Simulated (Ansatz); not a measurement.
# Geometry relaxation of AlGa2As3 (part 2 of 2)

The same run, continued: AlGa2As3 (Imm2, 6 atoms in the cell); DFT, PBE, plane waves, PAW, no spin polarisation (Ansatz 0.2.0); cutoff 420 eV, 8×8×8 k-mesh, Fermi–Dirac smearing of 0.02 eV. The structure was built on a prototype by a generator; it need not be a known phase.

Geometry of the input (Å; fractional positions):
```
-1.9329  5.7988  2.7336
1.9329  -5.7988  2.7336
1.9329  5.7988  -2.7336
Al 0.0000  0.0000  0.0000
As 0.7500  0.2500  0.5000
Ga 0.6667  -0.0000  0.6667
As 0.4167  0.2500  0.1667
Ga 0.3333  0.0000  0.3333
As 0.0833  0.2500  0.8333
```

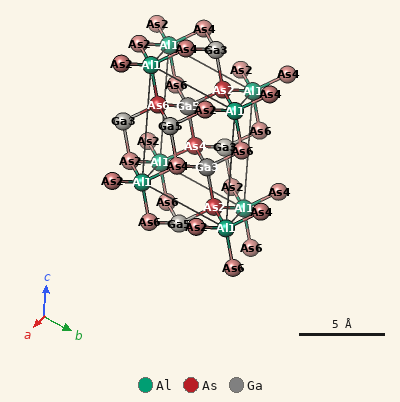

*The geometry at step 2 of the log (ball-and-stick view of the reduced cell, seen slightly off an axis; neighbours outside the cell are drawn fainter; atoms are numbered from 1 in the order of the input).*

**The program's output, continued**
```
relax step   4: F+E_penalty+E_count = -22674.30992209 eV  Δ(F+E_penalty+E_count) = -1.234e-3 eV  max|allowed force component| = 1.108e-3 eV/Å  Δτ_max = 0.0011 Å  P = +0.025 GPa  Ω = 141.682 Å³  energy of the carried Pulay correction = -4.400e-3 eV  (4 SCF iters, dr2 threshold 5.32e-7 eV, accepted)
Basis set: ecut = 420 eV, 2807 PW (Γ), FFT grids on a1+a2, a2+a3, a3, exchange–correlation on 80×60×96 points (8 copies of the dense FFT grid, shifted against one another)
Initial wavefunctions: pseudopotential atomic-orbital guess (no wavefunctions were taken with the density)
iter 1 solved again at ethr=2.84e-7 eV; its pass at ethr=3.10e-3 eV (dr2=2.10e-4 eV) is discarded
SCF iter   1: F=—  HF=-22674.295557 eV  |F-HF|=—  |Δ(HF+E_count)|=         —  Δρ=9.60e-4  dr2=4.08e-5  ethr=2.84e-7  ⟨swp⟩=2.7  Hψ=26027  notcnv=0
preconditioner: auto → Resta (q_TF=auto, 2.448 Å⁻¹)  ε∞=3.5  [insulator: Δε(μ)=0.696 eV  Ē_g=13.206 eV  σ=0.020 eV  W_gap=1.00  n_scr=38 (ndim 8)  ℏωp=20.7 eV  f_vac=0.055  D(μ)=0.00/eV (n_scr^D=0)  ε∞_Penn≈3.5]
SCF iter   2: F=—  HF=-22674.311018 eV  |F-HF|=—  |Δ(HF+E_count)|=   1.55e-2  Δρ=4.86e-4  dr2=9.40e-6  ethr=5.51e-8  ⟨swp⟩=2.0  Hψ=6029  notcnv=0
SCF iter   3: F=—  HF=-22674.316205 eV  |F-HF|=—  |Δ(HF+E_count)|=   5.19e-3  Δρ=6.91e-5  dr2=6.63e-7  ethr=1.27e-8  ⟨swp⟩=2.0  Hψ=5410  notcnv=0
SCF iter   4: F=—  HF=-22674.316305 eV  |F-HF|=—  |Δ(HF+E_count)|=   9.94e-5  Δρ=1.32e-5  dr2=2.05e-7  ethr=8.96e-10  ⟨swp⟩=3.0  Hψ=7760  notcnv=0
SCF iter   5: F=—  HF=-22674.316305 eV  |F-HF|=—  |Δ(HF+E_count)|=   2.50e-7  Δρ=4.04e-6  dr2=4.42e-8  ethr=2.77e-10  ⟨swp⟩=2.0  Hψ=6365  notcnv=0
SCF iter   6: F=—  HF=-22674.316305 eV  |F-HF|=—  |Δ(HF+E_count)|=   7.23e-8  Δρ=9.41e-7  dr2=1.51e-9  ethr=5.97e-11  ⟨swp⟩=3.0  Hψ=7452  notcnv=0
SCF iter   7: F=—  HF=-22674.316305 eV  |F-HF|=—  |Δ(HF+E_count)|=  3.13e-10  Δρ=5.12e-7  dr2=2.79e-10  ethr=2.04e-12  ⟨swp⟩=2.0  Hψ=7790  notcnv=0
SCF iter   8: F=-22674.316305 eV  HF=-22674.316305 eV  |F-HF|=2.15e-10  |Δ(HF+E_count)|=   2.49e-9  Δρ=1.59e-7  dr2=1.55e-11  ethr=1.00e-12  ⟨swp⟩=4.5  Hψ=15264  notcnv=0
SCF 5 converged in 8 iterations: F = -22674.316305 eV  dr2 = 1.55e-11
relax step   5: F+E_penalty+E_count = -22674.31630516 eV  Δ(F+E_penalty+E_count) = -6.383e-3 eV  max|allowed force component| = 1.135e-3 eV/Å  Δτ_max = 0.0000 Å  P = +0.074 GPa  Ω = 141.682 Å³  stress off target by 7.55e-2 GPa  SCF on the basis re-selected at this cell (its energy is not comparable with the rows above)  (8 SCF iters)
basis re-selected at this cell: Δ(F+E_penalty+E_count) = -6.383e-3 eV, ΔP = +0.049 GPa vs the last step (what re-selecting the basis moved, of the pressure what is left beyond the Pulay correction that the steps carried, after the strain that the cell walked since its last selection, with what the two solves' SCF thresholds leave and, on support functions, any second-order correction that the steps lacked; it is no measure of the basis error at this ecutwfc). The dense FFT grid was sized anew with the basis: this SCF ran on 40×30×48 points, the steps before it on 40×27×45, so part of this shift can come from that change (see relax.cell in the input reference). This SCF's stress stands 7.55e-2 GPa from its target on what of the cell is left free (relax.cell.stress_tol is 5.00e-2 GPa) and its largest allowed force component is 1.14e-3 eV/Å (relax.f_tol is 5.00e-3 eV/Å): not within both, so this SCF does not close the relaxation
Crystal: 6 atoms, lattice volume = 141.845 Å³
Basis set: ecut = 420 eV, 2811 PW (Γ), FFT grids on a1+a2, a2+a3, a3, exchange–correlation on 80×60×96 points (8 copies of the dense FFT grid, shifted against one another)
iter 1 solved again at ethr=6.32e-9 eV; its pass at ethr=3.10e-3 eV (dr2=4.68e-6 eV) is discarded
SCF iter   1: F=—  HF=-22674.316352 eV  |F-HF|=—  |Δ(HF+E_count)|=         —  Δρ=5.62e-5  dr2=4.41e-6  ethr=6.32e-9  ⟨swp⟩=2.1  Hψ=18604  notcnv=0
preconditioner: auto → Resta (q_TF=auto, 2.448 Å⁻¹)  ε∞=3.5  [insulator: Δε(μ)=0.687 eV  Ē_g=13.199 eV  σ=0.020 eV  W_gap=1.00  n_scr=38 (ndim 8)  ℏωp=20.7 eV  f_vac=0.055  D(μ)=0.00/eV (n_scr^D=0)  ε∞_Penn≈3.5]
SCF iter   2: F=—  HF=-22674.316310 eV  |F-HF|=—  |Δ(HF+E_count)|=   4.22e-5  Δρ=3.20e-5  dr2=1.59e-6  ethr=5.97e-9  ⟨swp⟩=1.0  Hψ=4275  notcnv=0
SCF iter   3: F=—  HF=-22674.316310 eV  |F-HF|=—  |Δ(HF+E_count)|=   6.65e-8  Δρ=5.62e-6  dr2=7.54e-8  ethr=2.15e-9  ⟨swp⟩=2.3  Hψ=5989  notcnv=0
SCF iter   4: F=-22674.316310 eV  HF=-22674.316310 eV  |F-HF|=1.56e-8  |Δ(HF+E_count)|=   2.23e-8  Δρ=3.10e-6  dr2=1.32e-8  ethr=1.93e-11  ⟨swp⟩=4.0  Hψ=15233  notcnv=0
SCF 6 converged in 4 iterations: F = -22674.316310 eV  dr2 = 1.32e-8
relax step   6: F+E_penalty+E_count = -22674.31631022 eV  Δ(F+E_penalty+E_count) = -5.059e-6 eV  max|allowed force component| = 2.725e-3 eV/Å  Δτ_max = 0.0003 Å  P = +0.001 GPa  Ω = 141.845 Å³  energy of the carried Pulay correction = -3.189e-5 eV  (4 SCF iters, dr2 threshold 1.43e-8 eV, accepted)
iter 1 solved again at ethr=2.08e-7 eV; its pass at ethr=3.10e-3 eV (dr2=1.54e-4 eV) is discarded
SCF iter   1: F=—  HF=-22674.316364 eV  |F-HF|=—  |Δ(HF+E_count)|=         —  Δρ=1.71e-5  dr2=2.25e-8  ethr=2.08e-7  ⟨swp⟩=2.8  Hψ=26119  notcnv=0
eigensolver tolerance schedule: the retry pair's looser diagonalisation over-reported the residual by 6829.86 of it (diagonalisation noise at 0.85 of the residual, at the tolerance the schedule requests for it); recorded, not acted on — ethr = c·dr2/N_el stays at c = 1.0e-1
SCF iter   2: F=—  HF=-22674.316331 eV  |F-HF|=—  |Δ(HF+E_count)|=   3.33e-5  Δρ=8.82e-6  dr2=9.33e-9  ethr=3.05e-11  ⟨swp⟩=3.0  Hψ=8411  notcnv=0
SCF iter   3: F=—  HF=-22674.316333 eV  |F-HF|=—  |Δ(HF+E_count)|=   2.50e-6  Δρ=1.98e-6  dr2=2.09e-9  ethr=1.26e-11  ⟨swp⟩=2.0  Hψ=6357  notcnv=0
SCF iter   4: F=—  HF=-22674.316333 eV  |F-HF|=—  |Δ(HF+E_count)|=   9.70e-8  Δρ=6.66e-7  dr2=4.25e-10  ethr=2.83e-12  ⟨swp⟩=2.0  Hψ=6365  notcnv=0
SCF iter   5: F=—  HF=-22674.316333 eV  |F-HF|=—  |Δ(HF+E_count)|=  9.31e-10  Δρ=6.47e-7  dr2=1.35e-10  ethr=1.00e-12  ⟨swp⟩=2.0  Hψ=6332  notcnv=0
SCF iter   6: F=-22674.316333 eV  HF=-22674.316333 eV  |F-HF|=3.64e-11  |Δ(HF+E_count)|=   1.20e-8  Δρ=7.71e-8  dr2=5.55e-12  ethr=1.00e-12  ⟨swp⟩=4.0  Hψ=13839  notcnv=0
SCF 7 converged in 6 iterations: F = -22674.316333 eV  dr2 = 5.55e-12
relax step   7: F+E_penalty+E_count = -22674.31633338 eV  Δ(F+E_penalty+E_count) = -2.317e-5 eV  max|allowed force component| = 2.726e-3 eV/Å  Δτ_max = 0.0000 Å  P = +0.001 GPa  Ω = 141.845 Å³  stress off target by 5.33e-3 GPa  SCF on the basis re-selected at this cell (its energy is not comparable with the rows above)  (6 SCF iters)
basis re-selected at this cell: Δ(F+E_penalty+E_count) = -2.317e-5 eV, ΔP = +0.000 GPa vs the last step (what re-selecting the basis moved, of the pressure what is left beyond the Pulay correction that the steps carried, after the strain that the cell walked since its last selection, with what the two solves' SCF thresholds leave and, on support functions, any second-order correction that the steps lacked; it is no measure of the basis error at this ecutwfc). This SCF's stress stands 5.33e-3 GPa from its target on what of the cell is left free (relax.cell.stress_tol is 5.00e-2 GPa) and its largest allowed force component is 2.73e-3 eV/Å (relax.f_tol is 5.00e-3 eV/Å): within both
SCF converged after 6 iterations
Free energy (F): -22674.316333 eV
Harris-Foulkes:  -22674.316333 eV  (|F-HF|=3.64e-11)
Internal energy: -22674.316333 eV  (E = F + TS)
E sigma→0 (E₀):  -22674.316333 eV
Fermi energy:    7.374475 eV
--- Per-component energies (eV) ---
  E_band       = -935.408850
  E_kinetic    = 562.093704
  E_local      = -10490.996945  (includes V_loc(G=0)·N_el)
  E_nonlocal   = -1151.306370
  E_hartree    = 5329.228699
  E_xc         = -414.200606
  E_vxc        = -380.963471  (∫ρ·V_xc dr)
  E_paw        = -9952.194610  (= ΣΔE_a)
  E_vpaw       = -132.692874  (= ΣTr[D̂ρ^β])
  E_aug_tail   = -0.000218  (compensation charges beyond the density's cutoff)
  E_ewald      = -6556.939988
  E_smearing   = -0.000000  (= −TS)
  E_closure    = -0.000000  (closes the sum)
  Σ components = -22674.316333   (vs F -22674.316333, Δ=0.00e0)
--- Forces (eV/Å), atoms counted from 1 ---
  atom   1  Al     0.00000000     0.00000000    -0.00222101
  atom   2  As     0.00000000     0.00000000     0.00272643
  atom   3  Ga     0.00000000    -0.00031516    -0.00132315
  atom   4  As     0.00000000     0.00134293     0.00107039
  atom   5  Ga     0.00000000     0.00031516    -0.00132315
  atom   6  As     0.00000000    -0.00134293     0.00107039
  max |Σ_I F_I| component: 1.02e-7 eV/Å
--- Stress (GPa, compression-positive) ---
        0.005328       0.000000       0.000000
        0.000000      -0.001963       0.000000
        0.000000       0.000000       0.000056
  P = ⅓ Tr σ = 0.0011 GPa (0.011 kbar)
--- Relaxed structure (5 steps of the walk, 5 accepted, 2 SCFs on fresh bases) ---
  F+E_penalty+E_count = -22674.31633338 eV   max|allowed force component| = 2.726e-3 eV/Å   (the final SCF, on the basis selected at the relaxed cell)
  cell:  # Å, volume = 141.8449 Å³
    - [-2.0300646207408843, 6.089079573240759, 2.8687474434859594]
    - [2.0300646207408843, -6.089079573240759, 2.8687474434859594]
    - [2.0300646207408843, 6.089079573240759, -2.8687474434859594]
  atoms:
    - { symbol: Al, position: [-0.000658229872540708, -0.000658229872540708, -1.3243622693277087e-20] }
    - { symbol: As, position: [0.7513417740365376, 0.25134177403653757, 0.49999999999999994] }
    - { symbol: Ga, position: [0.6669667603274148, 0.00023033876212665642, 0.6667364215652881] }
    - { symbol: As, position: [0.4156316880152525, 0.2494278891558748, 0.16620379885937764] }
    - { symbol: Ga, position: [0.3334939171968386, 0.00023033876212665634, 0.33326357843471194] }
    - { symbol: As, position: [0.08322409029649708, 0.24942788915587488, 0.8337962011406224] }
```

**Trajectory as extended XYZ (Å, eV, eV/Å), 7 frames, from step=1 to step=7**
```
6
Lattice="-1.9329 5.7988 2.7336 1.9329 -5.7988 2.7336 1.9329 5.7988 -2.7336" Properties=species:S:1:pos:R:3:forces:R:3 step=1 energy=-22673.64069 pressure_GPa=12.83
Al    0.0000    0.0000    0.0000    0.0000   0.0000  -0.0331
As    0.0000    5.7988    1.3668    0.0000   0.0000   0.0874
Ga    0.0000    7.7318    0.0000    0.0000   0.0173   0.0055
As    0.0000    1.9329    1.3668    0.0000  -0.0327  -0.0326
Ga    0.0000    3.8659    0.0000    0.0000  -0.0173   0.0055
As    1.9329    3.8659   -1.3668    0.0000   0.0327  -0.0326
6
Lattice="-2.0076 6.0207 2.8367 2.0076 -6.0207 2.8367 2.0076 6.0207 -2.8367" Properties=species:S:1:pos:R:3:forces:R:3 step=2 energy=-22674.27931 pressure_GPa=2.26
Al    0.0000    0.0000   -0.0026    0.0000   0.0000  -0.0092
As    0.0000    6.0207    1.4231    0.0000   0.0000   0.0295
Ga    0.0000    8.0279    0.0007    0.0000   0.0057   0.0024
As    0.0000    2.0038    1.4166    0.0000  -0.0138  -0.0125
Ga    0.0000    4.0135    0.0007    0.0000  -0.0057   0.0024
As    2.0076    4.0168   -1.4201    0.0000   0.0138  -0.0125
6
Lattice="-2.0248 6.0728 2.8614 2.0248 -6.0728 2.8614 2.0248 6.0728 -2.8614" Properties=species:S:1:pos:R:3:forces:R:3 step=3 energy=-22674.30869 pressure_GPa=0.46
Al    0.0000    0.0000   -0.0038    0.0000   0.0000  -0.0002
As    0.0000    6.0728    1.4376    0.0000   0.0000   0.0095
Ga    0.0000    8.0976    0.0012    0.0000   0.0024  -0.0009
As    0.0000    2.0194    1.4279    0.0000  -0.0039  -0.0037
Ga    0.0000    4.0479    0.0012    0.0000  -0.0024  -0.0009
As    2.0248    4.0534   -1.4334    0.0000   0.0039  -0.0037
6
Lattice="-2.0295 6.0862 2.8676 2.0295 -6.0862 2.8676 2.0295 6.0862 -2.8676" Properties=species:S:1:pos:R:3:forces:R:3 step=4 energy=-22674.30992 pressure_GPa=0.02
Al    0.0000    0.0000   -0.0038    0.0000   0.0000   0.0004
As    0.0000    6.0862    1.4418    0.0000   0.0000   0.0003
Ga    0.0000    8.1156    0.0011    0.0000   0.0002   0.0000
As    0.0000    2.0235    1.4306    0.0000  -0.0011  -0.0003
Ga    0.0000    4.0569    0.0011    0.0000  -0.0002   0.0000
As    2.0295    4.0628   -1.4370    0.0000   0.0011  -0.0003
6
Lattice="-2.0295 6.0862 2.8676 2.0295 -6.0862 2.8676 2.0295 6.0862 -2.8676" Properties=species:S:1:pos:R:3:forces:R:3 step=5 energy=-22674.31631 pressure_GPa=0.07
Al    0.0000    0.0000   -0.0038    0.0000   0.0000   0.0004
As    0.0000    6.0862    1.4418    0.0000   0.0000   0.0003
Ga    0.0000    8.1156    0.0011    0.0000   0.0003  -0.0001
As    0.0000    2.0235    1.4306    0.0000  -0.0011  -0.0003
Ga    0.0000    4.0569    0.0011    0.0000  -0.0003  -0.0001
As    2.0295    4.0628   -1.4370    0.0000   0.0011  -0.0003
6
Lattice="-2.0301 6.0891 2.8687 2.0301 -6.0891 2.8687 2.0301 6.0891 -2.8687" Properties=species:S:1:pos:R:3:forces:R:3 step=6 energy=-22674.31631 pressure_GPa=0.00
Al    0.0000    0.0000   -0.0038    0.0000   0.0000  -0.0022
As    0.0000    6.0891    1.4421    0.0000   0.0000   0.0027
Ga    0.0000    8.1196    0.0013    0.0000  -0.0003  -0.0013
As    0.0000    2.0241    1.4311    0.0000   0.0014   0.0011
Ga    0.0000    4.0585    0.0013    0.0000   0.0003  -0.0013
As    2.0301    4.0650   -1.4377    0.0000  -0.0014   0.0011
6
Lattice="-2.0301 6.0891 2.8687 2.0301 -6.0891 2.8687 2.0301 6.0891 -2.8687" Properties=species:S:1:pos:R:3:forces:R:3 step=7 energy=-22674.31633 pressure_GPa=0.00
Al    0.0000    0.0000   -0.0038    0.0000   0.0000  -0.0022
As    0.0000    6.0891    1.4421    0.0000   0.0000   0.0027
Ga    0.0000    8.1196    0.0013    0.0000  -0.0003  -0.0013
As    0.0000    2.0241    1.4311    0.0000   0.0013   0.0011
Ga    0.0000    4.0585    0.0013    0.0000   0.0003  -0.0013
As    2.0301    4.0650   -1.4377    0.0000  -0.0013   0.0011
```

**Summary**

```csv
quantity,value
outcome,converged
space group (tolerance 0.01 Å),Imm2 (44)
electrons treated,74
free energy,−22674.3163 eV
Fermi energy,7.374 eV
pressure,0.00 GPa
final volume,141.84 Å³
largest force (length of the vector) at the end,0.003 eV/Å
final cell,"a = 7.030 Å, b = 7.030 Å, c = 7.030 Å, α = 146.43°, β = 59.98°, γ = 131.84°"
hardware,"4 threads of Arm Neoverse V2, 24 GiB of memory available, shared host"
wall time,73 s (CPU time 4.8 min)
peak memory,0.75 GiB
```
